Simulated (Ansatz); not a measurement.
## Geometry relaxation, with input and output: Sc (part 2 of 2)

Sc (P6₃/mmc, 4 atoms in the cell); DFT PBEsol, scalar-relativistic, plane waves, PAW, no spin polarisation (Ansatz 0.2.0); cutoff 420 eV, 6×6×2 k-mesh, Gaussian smearing of 0.1 eV. The structure was built on a prototype by a generator; it need not be a known phase. It belongs to a series of runs on one base structure; here: graphite type (P6_3/mmc, No. 194).

Geometry of the input (Å; fractional positions):
```
3.5759  0.0000  0.0000
-1.7879  3.0968  0.0000
0.0000  0.0000  9.7392
Sc 0.0000  0.0000  0.2500
Sc 0.0000  0.0000  0.7500
Sc 0.3333  0.6667  0.7500
Sc 0.6667  0.3333  0.2500
```

**Log, continued**
```
relax step  17: F+E_penalty+E_count = -8442.01277564 eV  Δ(F+E_penalty+E_count) = -2.247e-1 eV  max|allowed force component| = 3.932e-17 eV/Å  Δτ_max = 0.0000 Å  P = +3.595 GPa  Ω = 93.531 Å³  energy of the carried Pulay correction = -4.203e-4 eV  (6 SCF iters, dr2 threshold 4.00e-7 eV, accepted)
SCF 18 converged in 6 iterations: F = -8442.145208 eV  dr2 = 5.13e-8
relax step  18: F+E_penalty+E_count = -8442.14520771 eV  Δ(F+E_penalty+E_count) = -1.324e-1 eV  max|allowed force component| = 1.966e-17 eV/Å  Δτ_max = 0.0000 Å  P = +0.843 GPa  Ω = 100.123 Å³  energy of the carried Pulay correction = -9.608e-4 eV  (6 SCF iters, dr2 threshold 4.00e-7 eV, accepted)
SCF 19 converged in 6 iterations: F = -8442.152701 eV  dr2 = 8.28e-9
relax step  19: F+E_penalty+E_count = -8442.15270147 eV  Δ(F+E_penalty+E_count) = -7.494e-3 eV  max|allowed force component| = 1.966e-17 eV/Å  Δτ_max = 0.0000 Å  P = +0.061 GPa  Ω = 102.251 Å³  energy of the carried Pulay correction = -1.123e-3 eV  (6 SCF iters, dr2 threshold 4.00e-7 eV, accepted)
Basis set: ecut = 420 eV, 2085 PW (Γ), exchange–correlation on 72×72×64 points (8 copies of the dense FFT grid, shifted against one another)
iter 1 solved again at ethr=1.80e-7 eV; its pass at ethr=3.10e-3 eV (dr2=7.94e-5 eV) is discarded
SCF iter   1: F=—  HF=-8442.153608 eV  |F-HF|=—  |Δ(HF+E_count)|=         —  Δρ=1.05e-4  dr2=1.33e-6  ethr=1.80e-7  ⟨swp⟩=3.1  Hψ=2436  notcnv=0
preconditioner: auto → Resta (q_TF=auto, 2.371 Å⁻¹)  ε∞=44.0  [insulator: Δε(μ)=0.114 eV  Ē_g=1.939 eV  σ=0.100 eV  W_gap=0.57  n_scr=20 (ndim 8)  ℏωp=12.7 eV  f_vac=0.000  D(μ)=4.24/eV (n_scr^D=28)  ε∞_Penn≈44.0]
SCF iter   2: F=—  HF=-8442.153536 eV  |F-HF|=—  |Δ(HF+E_count)|=   7.13e-5  Δρ=5.51e-5  dr2=3.79e-7  ethr=3.03e-9  ⟨swp⟩=1.8  Hψ=455  notcnv=0
SCF iter   3: F=—  HF=-8442.153536 eV  |F-HF|=—  |Δ(HF+E_count)|=   8.77e-8  Δρ=4.05e-6  dr2=1.28e-8  ethr=8.61e-10  ⟨swp⟩=2.0  Hψ=659  notcnv=0
iter 4 did not close the SCF: its close was put off for the readings that it lacked (scf_convergence_deferred on its scf_iter line)
SCF iter   4: F=-8442.153536 eV  HF=-8442.153536 eV  |F-HF|=1.64e-11  |Δ(HF+E_count)|=  5.69e-10  Δρ=9.09e-7  dr2=5.43e-10  ethr=2.90e-11  ⟨swp⟩=1.8  Hψ=402  notcnv=0
iter 5 did not close the SCF: its close was put off for the readings that it lacked (scf_convergence_deferred on its scf_iter line)
SCF iter   5: F=-8442.153536 eV  HF=-8442.153536 eV  |F-HF|=3.64e-12  |Δ(HF+E_count)|=  6.00e-11  Δρ=2.08e-7  dr2=4.04e-11  ethr=1.23e-12  ⟨swp⟩=2.5  Hψ=649  notcnv=0
SCF iter   6: F=-8442.153536 eV  HF=-8442.153536 eV  |F-HF|=0.00e0  |Δ(HF+E_count)|=    0.00e0  Δρ=4.67e-8  dr2=3.03e-12  ethr=1.00e-12  ⟨swp⟩=1.4  Hψ=857  notcnv=0
SCF 20 converged in 6 iterations: F = -8442.153536 eV  dr2 = 3.03e-12
relax step  20: F+E_penalty+E_count = -8442.15353631 eV  Δ(F+E_penalty+E_count) = -8.348e-4 eV  max|allowed force component| = 1.330e-17 eV/Å  Δτ_max = 0.0000 Å  P = +0.062 GPa  Ω = 102.251 Å³  stress off target by 9.74e-2 GPa  SCF on the basis re-selected at this cell (its energy is not comparable with the rows above)  (6 SCF iters)
```

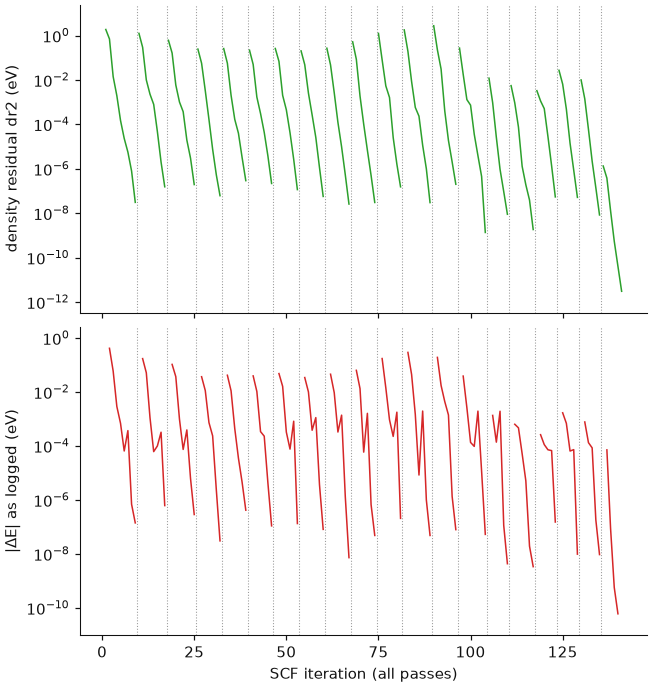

Figure 1. Convergence of the self-consistent field: density residual dr2 and size of the energy change against the SCF iteration. The dotted lines part the SCF passes of the relaxation: geometry steps, rejected trials and re-solves on a re-selected basis. The 20 passes take 6 to 9 iterations each, 141 in all.

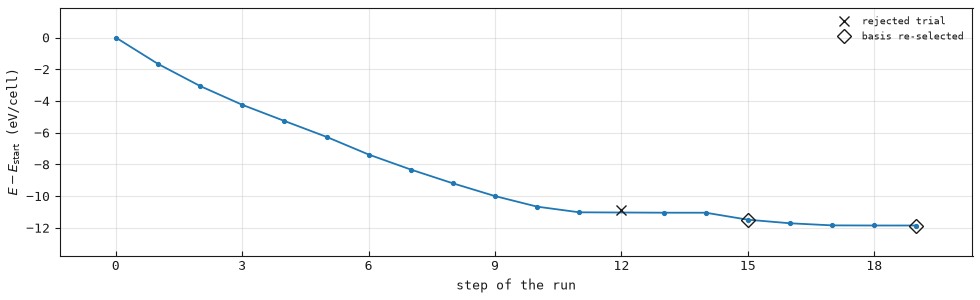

Figure 2. Progress of the relaxation, step by step (the first geometry is step 0 here and step 1 in the log).

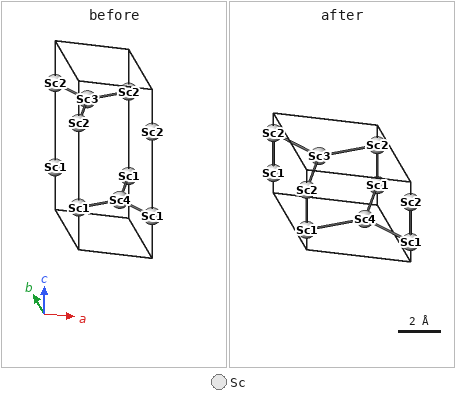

Figure 3. Before (left) and after (right) the relaxation, at one scale (ball-and-stick view of the cell of the calculation, seen at an oblique angle). The atoms keep their places relative to the cell (all moves are under 0.005 Å). Cell: a = b 3.576 → 5.062 Å (+41.5 %), c 9.739 → 4.608 Å (−52.7 %). Volume −5.2 %. Among the contacts that change: Sc1–Sc2 4.870 → 2.304 Å, Sc1–Sc4 2.065 → 2.922 Å. New bonds form: Sc1–Sc2 (4.87 → 2.30 Å). The space group stays P6_3/mmc (No. 194). Over 17 geometry steps the energy falls by 11.846 eV per cell of the calculation. All forces vanish by symmetry, so only the cell relaxes. Pressure: 14.77 GPa at the start and 0.06 GPa at the end. The line search rejected the trial step at point 12 (counted from 0) and went back. The basis was re-selected once at an unchanged geometry, which shifts the energy a little without any move. The energy change given includes the shifts at the re-selections in mid-walk, which come without any move. A last SCF at the same geometry on a re-selected plane-wave basis shifts the energy by −0.8 meV per cell of the calculation. (Atoms are counted from 1 in the order of the input.)

```
basis re-selected at this cell: Δ(F+E_penalty+E_count) = -8.348e-4 eV, ΔP = +0.000 GPa vs the last step (what re-selecting the basis moved, of the pressure what is left beyond the Pulay correction that the steps carried, after the strain that the cell walked since its last selection, with what the two solves' SCF thresholds leave and, on support functions, any second-order correction that the steps lacked; it is no measure of the basis error at this ecutwfc). The dense FFT grid was sized anew with the basis: this SCF ran on 36×36×32 points, the steps before it on 32×32×32, so part of this shift can come from that change (see relax.cell in the input reference). This SCF's stress stands 9.74e-2 GPa from its target on what of the cell is left free (relax.cell.stress_tol is 4.00e-1 GPa) and its largest allowed force component is 1.33e-17 eV/Å (relax.f_tol is 4.00e-2 eV/Å): within both
SCF converged after 6 iterations
Free energy (F): -8442.153536 eV
Harris-Foulkes:  -8442.153536 eV  (|F-HF|=0.00e0)
Internal energy: -8442.132340 eV  (E = F + TS)
E sigma→0 (E₀):  -8442.142938 eV
Entropy (-TS):   -0.021197 eV (-5.299 meV/atom)
Fermi energy:    8.471493 eV
--- Per-component energies (eV) ---
  E_band       = -697.583824
  E_kinetic    = 1049.325310
  E_local      = -3788.155846  (includes V_loc(G=0)·N_el)
  E_nonlocal   = 347.252121
  E_hartree    = 1339.211083
  E_xc         = -412.628918
  E_vxc        = -513.342629  (∫ρ·V_xc dr)
  E_paw        = -3732.661959  (= ΣΔE_a)
  E_vpaw       = -471.084979  (= ΣTr[D̂ρ^β])
  E_aug_tail   = 0.000038  (compensation charges beyond the density's cutoff)
  E_ewald      = -3244.990267
  E_core_change = 0.516100  (= ΣΔE_core)
  E_smearing   = -0.021197  (= −TS)
  E_closure    = 0.000000  (closes the sum)
  Σ components = -8442.153536   (vs F -8442.153536, Δ=0.00e0)
--- Forces (eV/Å), atoms counted from 1 ---
  atom   1  Sc    -0.00000000     0.00000000     0.00000000
  atom   2  Sc     0.00000000    -0.00000000     0.00000000
  atom   3  Sc    -0.00000000     0.00000000     0.00000000
  atom   4  Sc     0.00000000    -0.00000000     0.00000000
  max |Σ_I F_I| component: 2.31e-18 eV/Å
--- Stress (GPa, compression-positive) ---
        0.097392      -0.000000       0.000000
       -0.000000       0.097392       0.000000
        0.000000       0.000000      -0.009764
  P = ⅓ Tr σ = 0.0617 GPa (0.617 kbar)
--- Band table (eV; the first three rows and the last of 14) ---
  k-point 0: bands = ["-41.1968", "-41.1845", "-40.0888", "-39.3452", "-20.2369", "-19.9681", "-19.9681", "-19.9515", "-19.9515", "-19.8276", "-19.7905", "-18.8155", "-18.8155", "-18.3124", "-18.3124", "-16.7954", "3.8764", "7.8006", "7.8006", "8.0242", "8.2588", "8.5179", "8.5179", "8.7483", "8.7483", "9.5763", "9.5763"]
  k-point 1: bands = ["-41.1903", "-41.1903", "-39.7325", "-39.7325", "-19.9572", "-19.9572", "-19.9572", "-19.9572", "-19.8226", "-19.8226", "-18.6125", "-18.6125", "-18.5730", "-18.5730", "-18.5730", "-18.5730", "5.6788", "5.6788", "8.1429", "8.1429", "8.1429", "8.1429", "9.5388", "9.5388", "9.5388", "9.5388", "10.4708"]
  k-point 2: bands = ["-41.1955", "-41.1849", "-40.0896", "-39.3456", "-20.2337", "-19.9828", "-19.9732", "-19.9415", "-19.9361", "-19.8279", "-19.7935", "-18.8242", "-18.8119", "-18.3158", "-18.3104", "-16.7954", "4.1386", "7.6577", "7.6946", "7.9441", "8.1721", "8.3528", "8.5146", "8.5203", "8.9662", "9.8222", "9.8235"]
  k-point 13: bands = ["-41.1884", "-41.1884", "-39.7350", "-39.7350", "-19.9799", "-19.9799", "-19.9317", "-19.9317", "-19.8132", "-19.8132", "-18.6144", "-18.6144", "-18.6023", "-18.6023", "-18.5560", "-18.5560", "7.1598", "7.1598", "7.5088", "7.5088", "7.6881", "7.6881", "8.9913", "8.9913", "9.6665", "9.6665", "9.8070"]
--- Relaxed structure (18 steps of the walk, 17 accepted, 2 SCFs on fresh bases) ---
  F+E_penalty+E_count = -8442.15353631 eV   max|allowed force component| = 1.330e-17 eV/Å   (the final SCF, on the basis selected at the relaxed cell)
  cell:  # Å, volume = 102.2509 Å³
    - [5.061621036811916, 4.0861724042557785e-11, 0.0]
    - [-2.530810518441345, 4.383492402188417, 0.0]
    - [0.0, 0.0, 4.608477137796941]
  atoms:
    - { symbol: Sc, position: [6.254979020205199e-34, -8.926970810887405e-34, 0.24999999999999997] }
    - { symbol: Sc, position: [-4.817900589759393e-34, 1.2373377539002512e-33, 0.7499999999999999] }
    - { symbol: Sc, position: [0.3333333333333333, 0.6666666666666669, 0.7499999999999999] }
    - { symbol: Sc, position: [0.6666666666666667, 0.3333333333333333, 0.24999999999999997] }
```
